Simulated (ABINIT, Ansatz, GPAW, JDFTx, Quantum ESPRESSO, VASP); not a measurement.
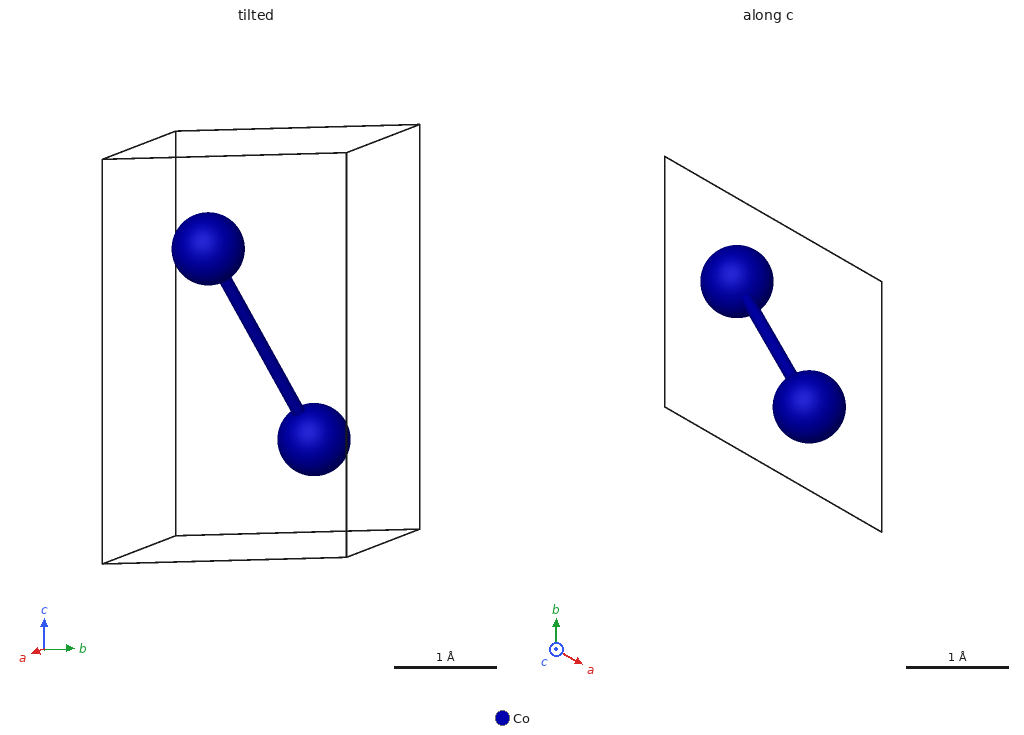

Co, hexagonal close-packed (Mg type), space group P6₃/mmc (No. 194), a = 2.472 Å, b = 2.472 Å, c = 4.021 Å, α = 90.00°, β = 90.00°, γ = 120.00° (10.64 Å³/atom). Shown here is a ball-and-stick view of the crystal, taken slightly off an axis and along the c axis. One conventional unit cell is framed, with atoms on its boundary repeated. The cell is a structure listed in the Materials Project.

The cell was scaled uniformly, at fixed shape and fractional positions, in seven programs or potential sets. Alike in all runs: functional PBE; k mesh 12 × 12 × 7 on the run's cell of 2 atoms; occupations fermi-dirac, width 0.05 eV; collinear spin, ferromagnetic start; no spin-orbit coupling.

Energies from JDFTx (PseudoDojo 0.5 standard):

| volume (Å³/atom) | E − E(lowest point) (meV/atom) |
| --- | --- |
| 10.002 | 55.93 |
| 10.215 | 31.36 |
| 10.427 | 14.32 |
| 10.640 | 4.09 |
| 10.853 | 0.00 |
| 11.066 | 1.30 |
| 11.279 | 7.77 |

What equilibrium volume and bulk modulus do these points give?

V0 = 10.90 Å³/atom, B0 = 208 GPa and B0′ = 4.2. V0 lies 2.5 % above the volume of the cell as given.

The same fit in all programs:

```tsv
program	V0 (Å³/atom)	B0 (GPa)	B0′
JDFTx (PseudoDojo 0.5 standard)	10.90	208	4.2
GPAW (PAW data 1.2.1)	10.95	208	4.4
ABINIT (JTH PAW PBE v2.0)	10.89	211	3.5
Quantum ESPRESSO (SSSP 1.3 efficiency)	10.89	213	4.1
VASP (PBE potentials, release 64 Co)	10.84	205	4.3
Ansatz (Ansatz PAW soft_1)	?	?	?
Ansatz LAPW (all-electron)	10.87	208	4.2
```

What does Ansatz (Ansatz PAW soft_1) give?

V0 = 10.87 Å³/atom, B0 = 208 GPa and B0′ = 4.2. The other rows span 10.84 to 10.95 Å³/atom and 205 to 213 GPa.

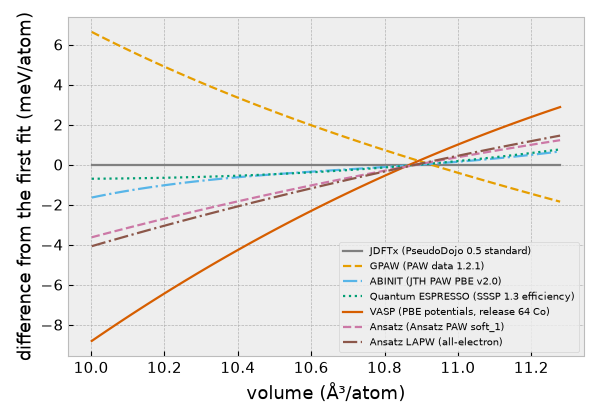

Each fitted curve, counted from its own minimum, less that of JDFTx (PseudoDojo 0.5 standard). With one functional throughout, the spread comes from potentials, basis sets and numerical settings; B0′ is uncertain by a few tenths over so narrow a range. That of ABINIT (JTH PAW PBE v2.0) lies further off, for reasons not traced. Each run keeps the magnetic state that it reached from a ferromagnetic start.

Caveat: the cell was scaled at fixed shape and fractional positions, which overstates the stiffness of a crystal with free parameters, most of all of layers and chains.
